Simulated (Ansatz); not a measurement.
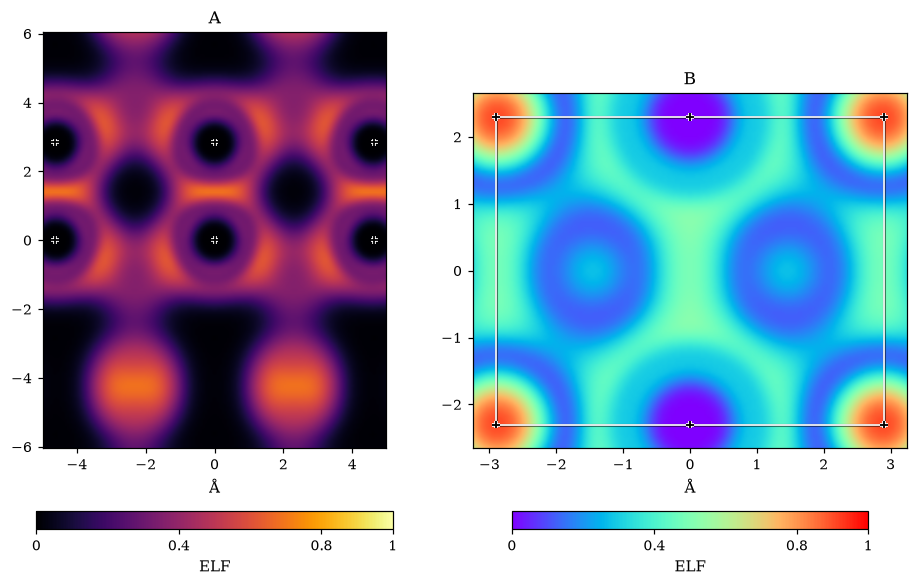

The electron localisation function of 2 systems, each on a plane through atoms (crosses mark nuclei in the plane).

Computed with Ansatz 0.2.0, DFT r2SCAN, scalar-relativistic, plane waves, PAW.

System 1: Mn3Sn, the (100) plane of the conventional cell. Space group P6₃/mmc; the program warned that this state isn't the lowest known; spin-polarised.

```
Mn Sn
1.0
     5.79901    0.00000    0.00000
    -2.89951    5.02209    0.00000
     0.00000    0.00000    4.60452
Mn Sn
6 2
Direct
  0.83715 0.67431 0.25000
  0.16285 0.83715 0.75000
  0.32569 0.16285 0.25000
  0.16285 0.32569 0.75000
  0.83715 0.16285 0.25000
  0.67431 0.83715 0.75000
  0.33333 0.66667 0.25000
  0.66667 0.33333 0.75000
```

System 2: Sn, the (100) plane of the calculation cell. Space group Fd-3m.

```xyz
6
Lattice="3.2831 -3.2831 0.0000 0.0000 3.2831 -3.2831 6.5662 6.5662 6.5662" Properties=species:S:1:pos:R:3 pbc="T T T"
Sn    3.2831    3.2831    3.2831
Sn    6.5662    6.5662    3.2831
Sn    3.2831    0.0000    0.0000
Sn    4.9247    4.9247    4.9247
Sn    1.6415    1.6416   -1.6416
Sn    4.9247    1.6416    1.6416
```

Which map belongs to which system?

Answer. Panel A is system 2, Sn: the plane holds Sn. Sn–Sn (2.84 Å): the ELF peaks at about 0.70 between the atoms. Panel B is system 1, Mn3Sn: the plane holds Mn and Sn.
